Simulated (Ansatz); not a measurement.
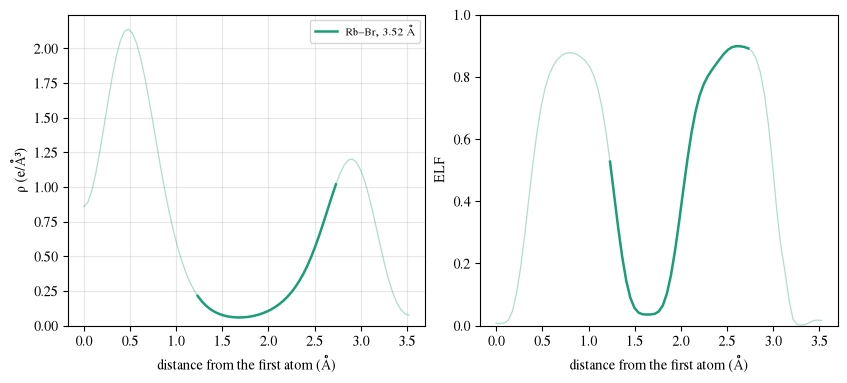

Figure 1: RbBr3. Valence charge density (pseudo) and ELF along straight lines between neighbouring atoms. Thin, pale parts lie inside the atomic spheres.

Space group Pm-3n; started from the A15_223 prototype, which need not be the ambient phase.

The calculation used DFT PBE, scalar-relativistic, plane waves, PAW (Ansatz).

Core electrons are frozen (PAW), and the valence fields are smoothed inside the atomic spheres.

What can be read from the curves?

Answer. Rb–Br (3.52 Å): the density is about 0.06 e/Å³ at the midpoint; the ELF is about 0.05 at the midpoint; no shared electron pair shows on this line.
